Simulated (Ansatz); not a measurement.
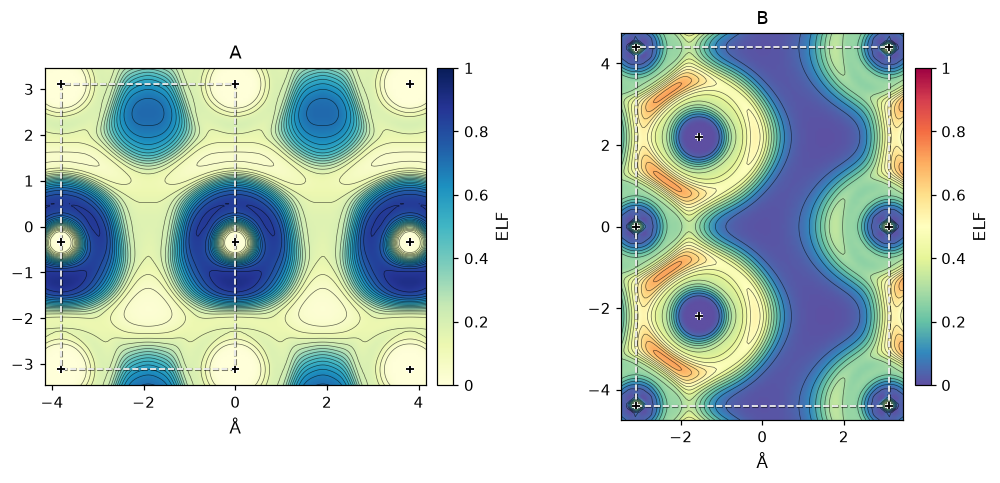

The electron localisation function of 2 systems, each on a plane through atoms (crosses mark nuclei in the plane).

All numbers below come from Ansatz, DFT PBE, scalar-relativistic, plane waves, PAW.

System 1: ZnS, the (100) plane of the conventional cell. Space group P3m1; changed on purpose from its base cell (atom 3 (S) moved +0.375 A along Cartesian [0 0 1]); not relaxed (largest force 1.9 eV/Å); computed pressure about 5 GPa in this cell.

```cif
data_structure
_symmetry_space_group_name_H-M 'P 1'
_symmetry_Int_Tables_number 1
_cell_length_a 3.8110
_cell_length_b 3.8110
_cell_length_c 6.2340
_cell_angle_alpha 90.000
_cell_angle_beta 90.000
_cell_angle_gamma 120.000
_cell_volume 78.41
loop_
_atom_site_label
_atom_site_type_symbol
_atom_site_fract_x
_atom_site_fract_y
_atom_site_fract_z
_atom_site_occupancy
Zn1 Zn 0.33333 0.66667 0.00000 1
Zn2 Zn 0.66667 0.33333 0.50000 1
S1 S 0.33333 0.66667 0.44515 1
S2 S 0.66667 0.33333 0.88500 1
```

System 2: GaSb, the (101) plane of the conventional cell. Space group F-43m.

Which map belongs to which system?

Panel A is system 1, ZnS: the plane holds Zn and S. Panel B is system 2, GaSb: the plane holds Ga and Sb. Ga–Sb (2.69 Å): the ELF peaks at about 0.70 between the atoms.
